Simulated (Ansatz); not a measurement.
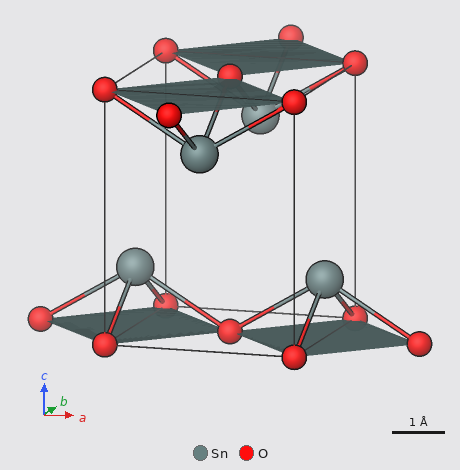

Reference structure: crystalline SnO (built on the SnO-type type). Style: polyhedral. Shown: the cell of the calculation, slightly off an axis.

These are results of DFT PBE, scalar-relativistic, plane waves, PAW in Ansatz 0.2.0, not measurements. (plane-wave cutoff 420 eV; k-point mesh 10 × 10 × 8; occupations gaussian; smearing width 0.05 eV; no spin polarisation)

Change: The volume is changed by −2.0 %. The cell's shape and the atoms are relaxed at that volume.

> What is the effect?

The energy changes by less than 1 meV per atom. Pressure: 0.0 GPa before, 0.5 GPa after. The gap on the k-mesh: 0.50 eV before, 0.37 eV after. The drawn cell changes as follows: a = b 3.868 → 3.860 Å (−0.2 %), c 5.068 → 4.986 Å (−1.6 %); the volume changes by −2.0 %. The largest moves relative to the cell, 0.019 Å, are those of Sn atoms. O stays in place. The space group stays P4/nmm (No. 129).

Drawn alike, the variant:

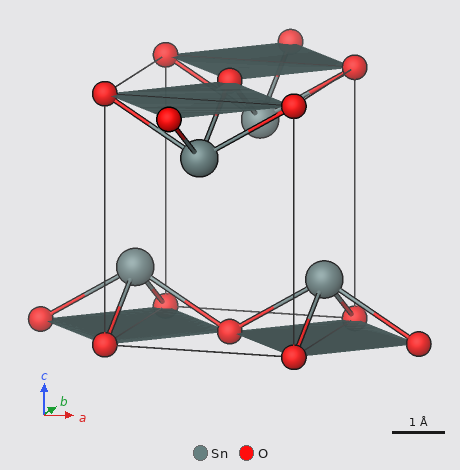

Limits of the set-up: layers or molecules are held without a dispersion correction, so their spacing is unreliable.
